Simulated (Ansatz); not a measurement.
Al

```
Al
1.0
     1.38747   -2.40316    0.00000
     1.38747    2.40316    0.00000
     0.00000    0.00000   54.63947
Al
24
Direct
  0.33333 0.66667 0.68750
  0.66667 0.33333 0.35417
  0.00000 0.00000 0.02083
  0.33333 0.66667 0.85417
  0.66667 0.33333 0.52083
  0.00000 0.00000 0.18750
  0.33333 0.66667 0.56250
  0.00000 0.00000 0.89583
  0.66667 0.33333 0.22917
  0.33333 0.66667 0.39583
  0.00000 0.00000 0.72917
  0.66667 0.33333 0.06250
  0.33333 0.66667 0.93750
  0.66667 0.33333 0.60417
  0.00000 0.00000 0.27083
  0.33333 0.66667 0.77083
  0.66667 0.33333 0.43750
  0.00000 0.00000 0.10417
  0.66667 0.33333 0.97917
  0.33333 0.66667 0.31250
  0.00000 0.00000 0.64583
  0.66667 0.33333 0.81250
  0.33333 0.66667 0.14583
  0.00000 0.00000 0.47917
```

Space group R3m; a point of a scan over the structure, not its minimum; a structure from a database of computed crystals, not necessarily the ambient phase; PAW files of the earlier set (soft_1).

All numbers below come from DFT LDA+D3(BJ), scalar-relativistic, plane waves, PAW (Ansatz 0.2.0).

In a PAW calculation such maps are meaningful between the atoms, not at the nuclei.

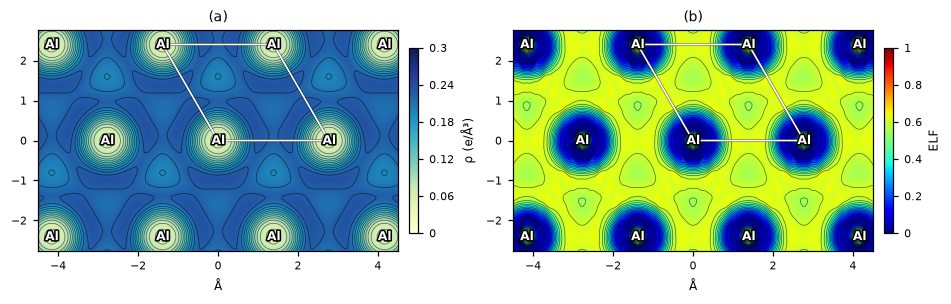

Figure 1. (a) valence charge density (pseudo); (b) ELF on the (001) plane of the conventional cell.

Question: What does the map show?

Answer: Atoms in the plane: Al. Al–Al (2.77 Å): ρ is about 0.22 e/Å³ halfway; the ELF peaks at about 0.65 between the atoms. Between the atoms the lowest density in this plane is 0.19 e/Å³.

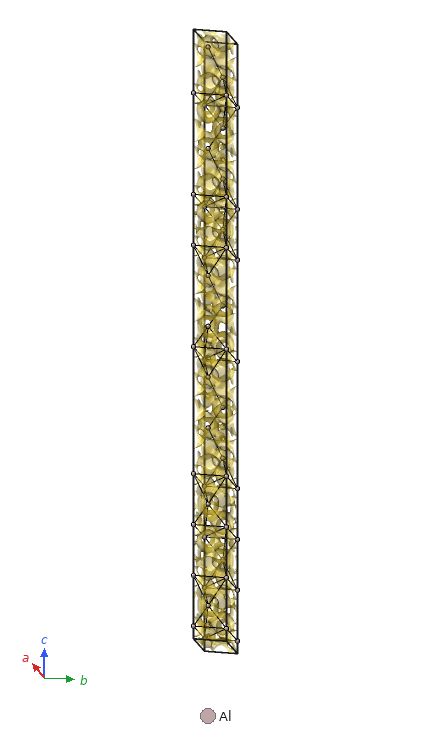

Figure 2. Isosurface of the electron localisation function at 0.55 (yellow), seen at an oblique angle. Core shells and regions of very low density are left out. Sticks mark near contacts.

Question: Identify the bonds, lone pairs and shells in this picture.

Answer: The surface consists of one network that runs through the whole crystal, counted in one cell of 24 atoms. Any copies at cell faces, edges or corners count once. There are no localised bonds or lone pairs at this value.

Question: Does the calculation give a band gap?

Answer: It is gapless in this calculation (a metal or semimetal).
